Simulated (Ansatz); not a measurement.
System: HfO₂ (space group Fm-3m).

How it was computed, with Ansatz 0.2.0 development build: equation of state of a cubic crystal from periodic Kohn-Sham density functional theory without spin, third-order Birch-Murnaghan fit to the free energies; pressure corrected for the finite basis.

- structure type: fluorite
- atoms in cell: 3
- space group number: 225
- lattice centring: face-centred primitive
- occupation method: Fermi–Dirac
- datasets: soft-1 PAW
- density tolerance: 1e−07 eV
- bands: 23
- density cutoff ratio: 4
- search for lower states: default

Settings that differ: r2SCAN: wave cutoff 500 eV, k mesh 12×12×12, occupation width 0.1 eV; HSE06: wave cutoff 420 eV, k mesh 4×4×4, exchange singularity Wigner-Seitz, occupation width 0.05 eV; PBE: wave cutoff 420 eV, k mesh 37×37×37, occupation width 0.0612 eV.

Describe the result: the pressure against volume, with one curve for each functional. The cases: r2SCAN; HSE06; PBE.

The fitted equilibrium volumes, smallest first, are HSE06 10.78, r2SCAN 10.79, PBE 11.04 Å³/atom. The fitted bulk moduli, smallest first, are PBE 246, r2SCAN 271, HSE06 272 GPa. For r2SCAN, the pressure falls from 18.5 GPa at volume 10.16 Å³/atom to −14.8 GPa at 11.48 Å³/atom, and changes sign near 10.79 Å³/atom. For HSE06, the pressure falls from 24.0 GPa at volume 9.99 Å³/atom to −11.6 GPa at 11.29 Å³/atom, and changes sign near 10.78 Å³/atom.

r2SCAN:
```tsv
volume (Å³/atom)	pressure (GPa)
10.16	18.5
10.49	8.1
10.82	-0.8
11.15	-8.3
11.48	-14.8
```

HSE06:
```tsv
volume (Å³/atom)	pressure (GPa)
9.99	24.0
10.32	12.9
10.64	3.5
10.97	-4.7
11.29	-11.6
```

PBE:
```tsv
volume (Å³/atom)	pressure (GPa)
10.60	11.0
10.82	5.2
11.04	0.0
11.26	-4.6
11.48	-8.9
11.70	-12.7
```

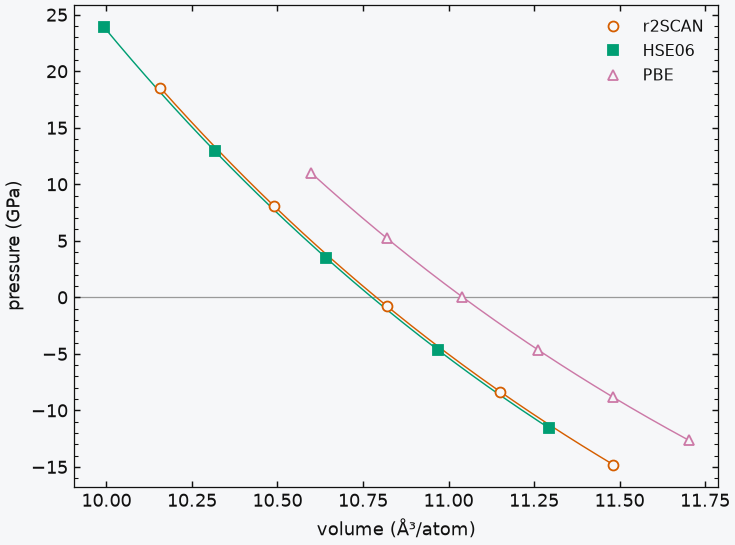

Note: cubic model structure, not the ambient form.
